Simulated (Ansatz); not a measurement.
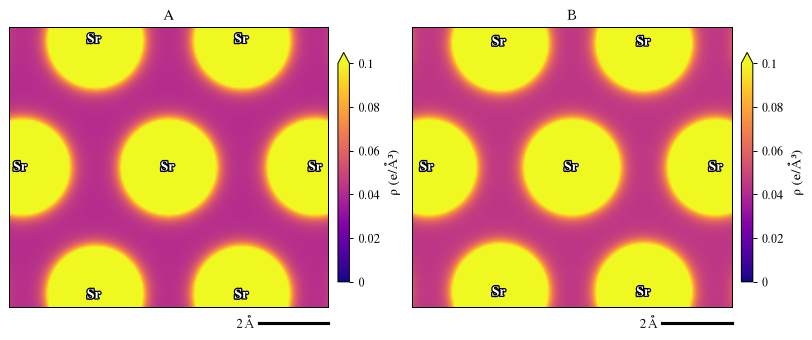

Sr. The valence charge density (pseudo) of two cells that differ in size, on the (001) plane of each (indices in the axes of the calculation cell), at one length scale and on one colour scale: A has 55.0 Å³ an atom and B 51.7.

Method: DFT PBE, scalar-relativistic, plane waves, PAW (Ansatz 0.2.0).

Question: What changes from the larger cell to the smaller?

Answer: From the larger cell to the smaller, Sr–Sr goes from 4.26 to 4.18 Å, and the density at its midpoint from 0.04 to 0.05 e/Å³; the pressure goes from 0.0 to 0.8 GPa.
